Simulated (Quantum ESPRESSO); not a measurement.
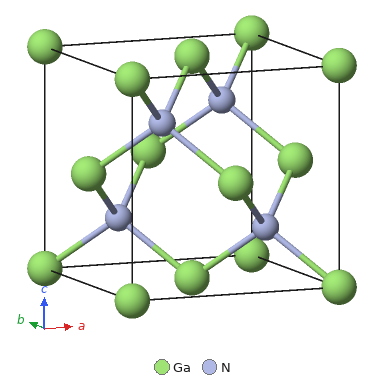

System: GaN, space group F-43m (No. 216). The picture shows the conventional cell.

Input file:
```
&CONTROL
  calculation = 'scf'
  prefix = 'pwscf'
  outdir = './tmp'
  pseudo_dir = './pseudo'
  tprnfor = .true.
  tstress = .true.
  disk_io = 'nowf'
/
&SYSTEM
  ibrav = 0
  nat = 2
  ntyp = 2
  ecutwfc = 84
  nbnd = 15
  input_dft = 'revpbe'
  occupations = 'smearing'
  smearing = 'fd'
  degauss = 0.00367493
  vdw_corr = 'grimme-d3'
  dftd3_version = 4
/
&ELECTRONS
  conv_thr = 4d-10
  electron_maxstep = 120
  mixing_beta = 0.5
/
ATOMIC_SPECIES
Ga    69.7230 Ga.upf
N     14.0070 N.upf
CELL_PARAMETERS angstrom
   0.0000000000    2.2535006075    2.2535006075
   2.2535006075    0.0000000000    2.2535006075
   2.2535006075    2.2535006075    0.0000000000
ATOMIC_POSITIONS crystal
Ga     0.0000000000    0.0000000000    0.0000000000
N      0.2500000000    0.2500000000    0.2500000000
K_POINTS automatic
10 10 10 0 0 0
```

Command:
```bash
OMP_NUM_THREADS=1 pw.x -in pw.in > pw.out
```

Calculation (Quantum ESPRESSO 7.5): plane-wave DFT, no spin polarisation; energies at scaled volumes of the given cell, shape and fractions fixed, counted from the fit's minimum, third-order Birch-Murnaghan fit. Level: revPBE with D3(BJ).

- k mesh: 10×10×10
- occupations: Fermi–Dirac
- smearing width: 0.05 eV
- potentials: PseudoDojo 0.4.1 SR PBE standard
- wave cutoff: 1143 eV
- density cutoff: 4572 eV

What does the calculation give for the energy against volume? The volume takes the values 10.76, 10.99, 11.21, 11.44, 11.67, 11.90, 12.13 Å³/atom.

A third-order Birch–Murnaghan fit gives V0 = 11.53 Å³/atom, B0 = 181 GPa and B′ = 4.4. The energy is 32.76 meV/atom at volume 10.76 Å³/atom and 16.36 meV/atom at 12.13 Å³/atom; the lowest computed point is at volume 11.44 Å³/atom (0.33 meV/atom), in a single well.

```tsv
volume (Å³/atom)	energy (meV/atom)
10.76	32.76
10.99	15.55
11.21	4.96
11.44	0.33
11.67	1.04
11.90	6.54
12.13	16.36
```

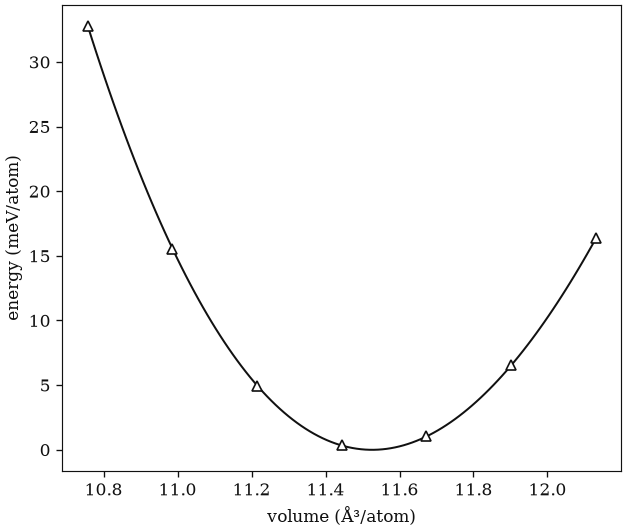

Limits of the calculation: potentials made for another functional.
